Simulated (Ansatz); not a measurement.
Input file:

```
crystal:
  lattice:
    - [0.0, 3.0250672298, 3.0250672298]
    - [3.0250672298, 0.0, 3.0250672298]
    - [3.0250672298, 3.0250672298, 0.0]
  atoms:
    - { symbol: Ga, position: [0.0, 0.0, 0.0] }
    - { symbol: Sb, position: [0.75, 0.75, 0.75] }
basis:
  ecutwfc: 420
kpoints:
  mp_grid: { grid: [12, 12, 12] }
hamiltonian:
  xc: lda
scf:
  occupations: { method: fermi_dirac, width: 0.15 }
output:
  forces: true
  stress: true
  eigenvalues: true
  write_density: true
  write_potential: true
  elf: true
  volumetric_format: npy
relax:
  adjacent_minimum: "off"
  f_tol: 0.001
  max_steps: 60
  cell: { stress_tol: 0.02, p_target: 3.0 }
```

Launched as:

```sh
ansatz run input.yaml --threads 1 --pin off --max-ram 3072MiB --backend cpu --events-out ev --progress --plain --runs-dir out
```

Below, planes, directions and counts refer to the conventional cell (a = 5.95 Å, b = 5.95 Å, c = 5.95 Å, α = 90.00°, β = 90.00°, γ = 90.00°).

The fields are those of the relaxed geometry.

Space group F-43m; computed pressure about 3 GPa in this cell.

Computed with DFT LDA, scalar-relativistic, plane waves, PAW (Ansatz 0.2.0).

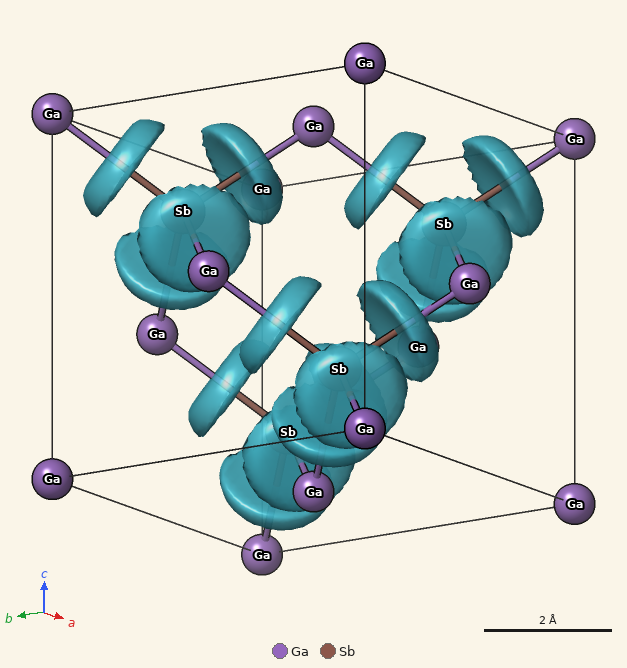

GaSb. Isosurface of the electron localisation function at 0.55 (cyan), seen at an oblique angle. Core shells and regions of very low density are left out. Sticks mark near contacts.

Core electrons are frozen (PAW), and the valence fields are smoothed inside the atomic spheres.

> Where are the electrons localised?

At this value the surface marks out 16 regions between bonded Ga–Sb atoms (shared pairs), counted in one cell of 8 atoms. Any copies at cell faces, edges or corners count once. Along the contacts the grid gives the following. Ga–Sb (2.58 Å): the ELF peaks at about 0.70 between the atoms.

> Does the calculation give a band gap?

It is gapped, with a Kohn–Sham gap of 0.42 eV on the k-point mesh, an upper bound to the gap of this method.
